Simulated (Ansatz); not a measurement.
The cell below is GaP in space group F-43m. Origin of the cell: a calculation's input that goes back to an entry of the Crystallography Open Database (an earlier step may have relaxed or displaced it).

```
Ga P
1.0
     5.46861    0.00000    0.00000
     0.00000    5.46861    0.00000
     0.00000    0.00000    5.46861
Ga P
4 4
Direct
  0.00000 0.00000 0.00000
  0.00000 0.50000 0.50000
  0.50000 0.00000 0.50000
  0.50000 0.50000 0.00000
  0.25000 0.25000 0.25000
  0.25000 0.75000 0.75000
  0.75000 0.25000 0.75000
  0.75000 0.75000 0.25000
```

The atoms' radii are covalent radii (Cordero): Ga 1.22 Å, P 1.07 Å.

Question: Find the largest hole by geometry, and further ones that a grid search gives (radius above 0.15 Å; smaller ones may be missed, and maxima closer than 0.25 Å are merged).

Answer:
```json
{"hole": "V1", "site": "4b", "x, y, z": "0.000, 0.000, 0.500", "radius (Å)": "1.30", "nearest atoms": "4 P (then 6 Ga)", "shape": "tetrahedral"}
{"hole": "V2", "site": "4d", "x, y, z": "0.250, 0.750, 0.250", "radius (Å)": "1.15", "nearest atoms": "4 Ga", "shape": "tetrahedral"}
```

Nearest atoms are those whose sphere lies within 0.15 Å of the hole's sphere; in brackets, those within 0.5 Å. The largest sphere that fits anywhere has a diameter of 2.60 Å; the largest that can travel through the crystal, about 2.0 Å.

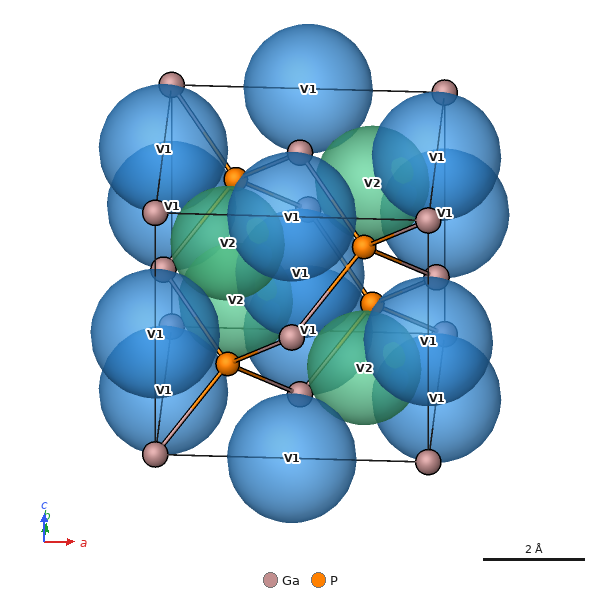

Translucent spheres (V1, V2) fill the 2 holes listed first by a grid search for holes with a radius above 0.15 Å (the largest is sure; smaller ones may be missed, and maxima closer than 0.25 Å are merged) at their true size; atoms are drawn smaller than their model radii. View from a free direction.
